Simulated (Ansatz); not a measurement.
## Single-point calculation of Al7GaN8

- system: Al7GaN8 (P3m1, 16 atoms in the cell)
- method: DFT PBEsol, scalar-relativistic, plane waves, PAW, no spin polarisation (Ansatz 0.2.0)

The structure was built on a prototype by a generator; it need not be a known phase. Figures and captions count atoms from 1; the log counts them from 0 in places.

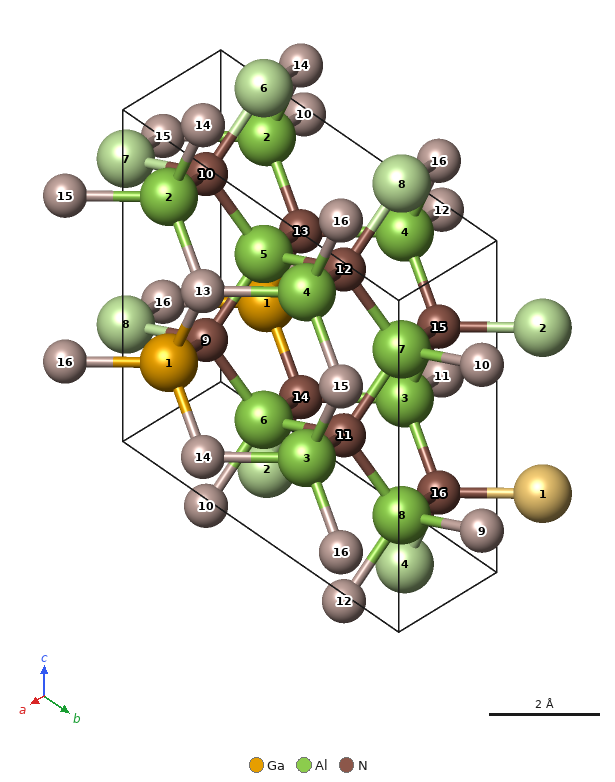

Figure 1. The input geometry (ball-and-stick view of the cell of the calculation, seen slightly off an axis; neighbours outside the cell are drawn fainter; atoms are numbered from 1 in the order of the input). Near neighbours in the crystal (not all of them lie inside the picture): Ga has 4 N at 1.90 Å; Al has 4 N at 1.90 Å; N has 3 Al at 1.90 Å and 1 Ga at 1.90 Å; N has 4 Al at 1.90 Å.

## Input
```yaml
crystal:
  lattice:
    - [0.0, 0.0, -4.99762564]
    - [3.12339061, 5.40987123, 0.0]
    - [3.12339061, -5.40987123, 0.0]
  atoms:
    - { symbol: Ga, position: [0.0, 0.16666667, 0.33333333] }
    - { symbol: Al, position: [0.0, 0.16666667, 0.83333333] }
    - { symbol: Al, position: [0.0, 0.66666667, 0.33333333] }
    - { symbol: Al, position: [0.0, 0.66666667, 0.83333333] }
    - { symbol: Al, position: [0.5, 0.33333333, 0.66666667] }
    - { symbol: Al, position: [0.5, 0.33333333, 0.16666667] }
    - { symbol: Al, position: [0.5, 0.83333333, 0.66666667] }
    - { symbol: Al, position: [0.5, 0.83333333, 0.16666667] }
    - { symbol: "N", position: [0.62, 0.16666667, 0.33333333] }
    - { symbol: "N", position: [0.62, 0.16666667, 0.83333333] }
    - { symbol: "N", position: [0.62, 0.66666667, 0.33333333] }
    - { symbol: "N", position: [0.62, 0.66666667, 0.83333333] }
    - { symbol: "N", position: [0.12, 0.33333333, 0.66666667] }
    - { symbol: "N", position: [0.12, 0.33333333, 0.16666667] }
    - { symbol: "N", position: [0.12, 0.83333333, 0.66666667] }
    - { symbol: "N", position: [0.12, 0.83333333, 0.16666667] }
basis:
  ecutwfc: 420
kpoints:
  mp_grid: { grid: [4, 3, 3] }
hamiltonian:
  xc: pbesol
scf:
  occupations: { method: gaussian, width: 0.1 }
output:
  forces: true
  stress: true
  eigenvalues: true
```

Hardware: 4 threads of Intel Xeon @ 2.70GHz, 189 GiB of memory available, shared host.

Run as:
```bash
ansatz run input.yaml --threads 4 --pin off --max-ram 10240MiB --backend cpu --events-out ev --progress --plain --runs-dir out
```

## The program's output
```
Engine: ansatz 0.2.0, x86_64-unknown-linux-gnu
Pseudopotentials: kind: paw
Pseudopotential: Ga, paw, valence charge 13, recommended cutoff 420 eV (normal), Ga.paw.azcp
Pseudopotential: Al, paw, valence charge 3, recommended cutoff 420 eV (normal), Al.paw.azcp
Pseudopotential: N, paw, valence charge 5, recommended cutoff 420 eV (normal), N.paw.azcp
Functional definition: PBEsol
  exchange = pbesol_x
  correlation = pbesol_c
Crystal: 16 atoms, lattice volume = 168.891 Å³
Basis set: ecut = 420 eV, 3317 PW (Γ), exchange–correlation on 72×90×90 points (8 copies of the dense FFT grid, shifted against one another)
Bands: 53, of which v1, the nominal top of the filled ones, is band 37 counted from 1 (36 counted from 0)
Symmetry: 6 space group operations
Space group: P3m1 (ITA 156), of the structure as read, at distance tolerance 5.5e-5 Å
k-points: 10 of 36 (time reversal used)
Non-local potential: Ga, projectors of the file, l = 0: 2, l = 1: 2, l = 2: 3, l = 3: 1
Non-local potential: Al, projectors of the file, l = 0: 2, l = 1: 2, l = 2: 1
Non-local potential: N, projectors of the file, l = 0: 2, l = 1: 2, l = 2: 1
PAW form: soft (Blöchl's): semilocal exchange-correlation on the pseudo side does not see the compensation charge
PAW frozen core: Ga, regenerated for the run's functional, and the local potential with it (the file was generated under x = pbe(κ = 0.804, μ = 0.2195149727645171), c = pbe(β = 0.06672455060314922))
PAW frozen core: Al, regenerated for the run's functional, and the local potential with it (the file was generated under x = pbe(κ = 0.804, μ = 0.2195149727645171), c = pbe(β = 0.06672455060314922))
PAW frozen core: N, regenerated for the run's functional, and the local potential with it (the file was generated under x = pbe(κ = 0.804, μ = 0.2195149727645171), c = pbe(β = 0.06672455060314922))
PAW one-centre angular grid: Ga, 590 points (default); XC on 64 Gauss nodes
PAW one-centre angular grid: Al, 110 points (default); XC on 64 Gauss nodes
PAW one-centre angular grid: N, 110 points (default); XC on 64 Gauss nodes
Initial density: superposition of atomic densities (neutral atoms: chi_scale 0, normalization atom), corrected by the library's trained network
Initial wavefunctions: pseudopotential atomic-orbital guess
Functional: x = pbesol(κ = 0.804, μ = 0.12345679012345678), c = pbesol(β = 0.046)
SCF iter   1: F=—  HF=-10464.483773 eV  |F-HF|=—  |Δ(HF+E_count)|=         —  Δρ=1.06e-2  dr2=1.99e-1  ethr=1.77e-3  ⟨swp⟩=6.9  Hψ=2430  notcnv=0  defer=7
preconditioner: auto → Resta (q_TF=auto, 2.378 Å⁻¹)  ε∞=4.1  [insulator: Δε(μ)=3.715 eV  Ē_g=13.901 eV  σ=0.100 eV  W_gap=1.00  n_scr=44 (ndim 8)  ℏωp=24.6 eV  f_vac=0.000  D(μ)=0.00/eV (n_scr^D=0)  ε∞_Penn≈4.1]
SCF iter   2: F=—  HF=-10464.425387 eV  |F-HF|=—  |Δ(HF+E_count)|=   5.84e-2  Δρ=1.64e-3  dr2=4.29e-3  ethr=2.69e-4  ⟨swp⟩=2.0  Hψ=872  notcnv=0  defer=65
SCF iter   3: F=—  HF=-10464.424739 eV  |F-HF|=—  |Δ(HF+E_count)|=   6.48e-4  Δρ=8.70e-4  dr2=1.17e-3  ethr=5.80e-6  ⟨swp⟩=1.6  Hψ=498  notcnv=0  defer=17
automatic band count: iteration 3 solves 47 bands in place of 53: the levels show a gap, and the empty bands left out lie too high to hold charge; the band table lists the bands solved (type scf.n_extra_bands for more)
SCF iter   4: F=—  HF=-10464.424573 eV  |F-HF|=—  |Δ(HF+E_count)|=   1.66e-4  Δρ=1.26e-4  dr2=2.62e-5  ethr=1.58e-6  ⟨swp⟩=2.2  Hψ=705  notcnv=0  defer=17
SCF iter   5: F=—  HF=-10464.423965 eV  |F-HF|=—  |Δ(HF+E_count)|=   6.09e-4  Δρ=7.11e-5  dr2=5.93e-6  ethr=3.54e-8  ⟨swp⟩=2.0  Hψ=817  notcnv=0  defer=17
SCF iter   6: F=—  HF=-10464.423963 eV  |F-HF|=—  |Δ(HF+E_count)|=   1.95e-6  Δρ=3.04e-5  dr2=1.48e-6  ethr=8.02e-9  ⟨swp⟩=2.0  Hψ=578  notcnv=0  defer=17
SCF iter   7: F=—  HF=-10464.423962 eV  |F-HF|=—  |Δ(HF+E_count)|=   3.27e-7  Δρ=9.93e-6  dr2=1.38e-7  ethr=2.00e-9  ⟨swp⟩=2.0  Hψ=805  notcnv=0  defer=17
SCF iter   8: F=-10464.423962 eV  HF=-10464.423962 eV  |F-HF|=2.81e-9  |Δ(HF+E_count)|=   3.40e-8  Δρ=2.08e-6  dr2=6.95e-9  ethr=1.35e-10  ⟨swp⟩=9.9  Hψ=1892  notcnv=0
SCF 1 converged in 8 iterations: F = -10464.423962 eV  dr2 = 6.95e-9
  greatest PAW one-centre occupation: 0.996 electrons in one spin orbital (limit 2), on the Ga atom at site 0 (counted from 0), in its partial waves of l = 2
SCF converged after 8 iterations
Free energy (F): -10464.423962 eV
Harris-Foulkes:  -10464.423962 eV  (|F-HF|=2.81e-9)
Internal energy: -10464.423962 eV  (E = F + TS)
E sigma→0 (E₀):  -10464.423962 eV
Fermi energy:    9.306260 eV
--- Per-component energies (eV) ---
  E_band       = 80.042887
  E_kinetic    = 1358.611425
  E_local      = -4195.214831  (includes V_loc(G=0)·N_el)
  E_nonlocal   = 865.036523
  E_hartree    = 1769.027542
  E_xc         = -832.856119
  E_vxc        = -886.584534  (∫ρ·V_xc dr)
  E_paw        = -6119.987038  (= ΣΔE_a)
  E_vpaw       = -599.858955  (= ΣTr[D̂ρ^β])
  E_aug_tail   = 0.000608  (compensation charges beyond the density's cutoff)
  E_ewald      = -3310.263814
  E_core_change = 1.221742  (= ΣΔE_core)
  E_smearing   = -0.000000  (= −TS)
  E_closure    = -0.000000  (closes the sum)
  Σ components = -10464.423962   (vs F -10464.423962, Δ=0.00e0)
--- Forces (eV/Å), atoms counted from 1 ---
  atom   1  Ga     0.00000000     0.00000000    -0.02562451
  atom   2  Al    -0.03299830    -0.01905158    -0.10155944
  atom   3  Al     0.03299830    -0.01905158    -0.10155944
  atom   4  Al     0.00000000     0.03810316    -0.10155944
  atom   5  Al    -0.00464738     0.00268317    -0.13274803
  atom   6  Al    -0.00000000    -0.00536634    -0.13274803
  atom   7  Al    -0.00000000    -0.00000000    -0.12474936
  atom   8  Al     0.00464738     0.00268317    -0.13274803
  atom   9  N      0.00000000     0.00000000     1.12278914
  atom  10  N      0.00254895     0.00147164     0.10028087
  atom  11  N     -0.00254895     0.00147164     0.10028087
  atom  12  N      0.00000000    -0.00294328     0.10028087
  atom  13  N      0.80554816    -0.46508344    -0.23420800
  atom  14  N      0.00000000     0.93016689    -0.23420800
  atom  15  N     -0.00000000    -0.00000000     0.13227506
  atom  16  N     -0.80554816    -0.46508344    -0.23420800
  max |Σ_I F_I| component: 1.35e-5 eV/Å
--- Stress (GPa, compression-positive) ---
       -0.135160      -0.000000      -0.000000
       -0.000000      -0.135160      -0.000000
       -0.000000      -0.000000       1.973406
  P = ⅓ Tr σ = 0.5677 GPa (5.677 kbar)
--- Band table (eV; the first three rows and the last of 10) ---
  k-point 0: bands = ["-7.8836", "-6.4463", "-6.4379", "-6.4379", "-5.9041", "-5.4355", "-5.4355", "-5.3663", "-5.2135", "-5.2135", "-4.4030", "-4.4030", "-4.2585", "1.1490", "1.5772", "1.8860", "1.8860", "2.9025", "3.2142", "3.2142", "3.7946", "3.9921", "3.9921", "5.1916", "5.1916", "5.2232", "5.5075", "5.5360", "5.5360", "6.5145", "6.5145", "6.6225", "6.7150", "6.7150", "7.2654", "7.2654", "7.4065", "11.2060", "12.6651", "13.0200", "13.0200", "13.1393", "13.1859", "13.1859", "13.6375", "14.9614", "15.3363"]
  k-point 1: bands = ["-7.5537", "-6.7898", "-6.4453", "-6.3891", "-6.1128", "-5.6519", "-5.4777", "-5.2355", "-5.2199", "-5.1728", "-4.4932", "-4.3593", "-4.1609", "1.5716", "2.1474", "2.3836", "2.6796", "2.8622", "3.2271", "3.4430", "3.7215", "3.8454", "4.0199", "4.4435", "4.5242", "5.0714", "5.4655", "5.7620", "5.7757", "5.8684", "5.9180", "5.9793", "6.1125", "6.4694", "6.8341", "7.1627", "7.2197", "12.5250", "13.0151", "13.0663", "13.3512", "13.9716", "14.3396", "14.4871", "14.6897", "15.0478", "15.7541"]
  k-point 2: bands = ["-7.0510", "-7.0369", "-6.8597", "-6.3000", "-6.1834", "-5.7921", "-5.2899", "-5.2609", "-5.2200", "-5.1368", "-4.5111", "-4.3619", "-4.1655", "2.1281", "2.4418", "2.5216", "2.5444", "3.1447", "3.5686", "3.7768", "3.9027", "3.9283", "3.9512", "4.0270", "4.1218", "4.8639", "4.9197", "4.9515", "5.5471", "5.6600", "5.6750", "6.4259", "6.5296", "6.5606", "6.7201", "6.7278", "6.8518", "12.3061", "13.8378", "13.9437", "14.0185", "14.6420", "14.6743", "14.8114", "15.3756", "15.6549", "15.7459"]
  k-point 9: bands = ["-6.6751", "-6.6073", "-6.4445", "-6.3621", "-6.0769", "-6.0701", "-5.8419", "-5.4233", "-5.2171", "-5.2150", "-4.7879", "-4.7006", "-4.3714", "2.0020", "2.5193", "2.8387", "3.0913", "3.1224", "3.1948", "3.2115", "3.2196", "3.4168", "3.5443", "5.4058", "5.4409", "5.4932", "5.5635", "5.5700", "5.6436", "6.0232", "6.0957", "6.1120", "6.1272", "6.1636", "6.1924", "6.5174", "6.5650", "13.7880", "13.8036", "13.8845", "13.8989", "13.9105", "14.1508", "14.5611", "14.8306", "14.8777", "15.0690"]
```

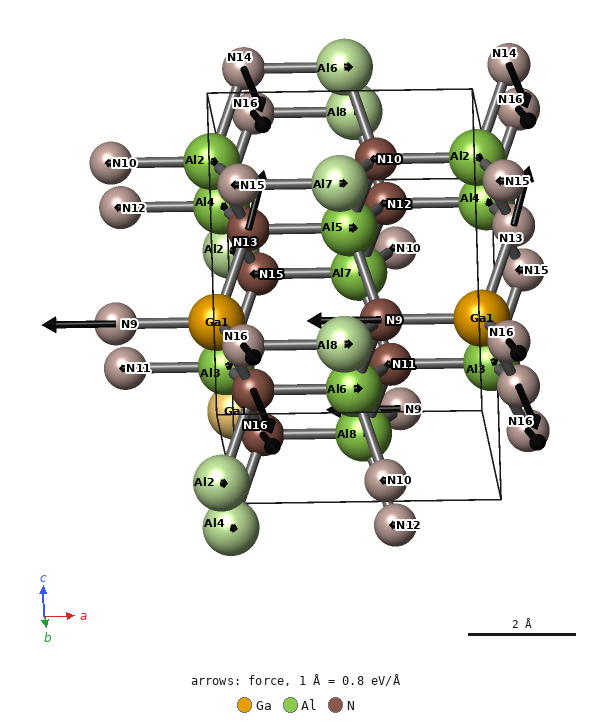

Figure 2. Forces on the atoms as black arrows (ball-and-stick view of the cell of the calculation, seen at an oblique angle; neighbours outside the cell are drawn fainter; atoms are numbered from 1 in the order of the input); the smallest are left out. The largest act on N9 (1.12 eV/Å); N13, N14, N16 (0.96 eV/Å). The geometry is not a stationary point of this energy.

## Results in brief

```json
{"quantity": "outcome", "value": "converged"}
{"quantity": "space group (tolerance 0.01 Å)", "value": "P3m1 (156)"}
{"quantity": "electrons treated", "value": "74"}
{"quantity": "free energy", "value": "−10464.4240 eV"}
{"quantity": "Fermi energy", "value": "9.306 eV"}
{"quantity": "gap on the k-point mesh", "value": "3.80 eV"}
{"quantity": "pressure", "value": "0.57 GPa"}
{"quantity": "largest force (length of the vector)", "value": "1.123 eV/Å"}
{"quantity": "wall time", "value": "3.5 s (CPU time 11 s)"}
{"quantity": "peak memory", "value": "0.53 GiB"}
```
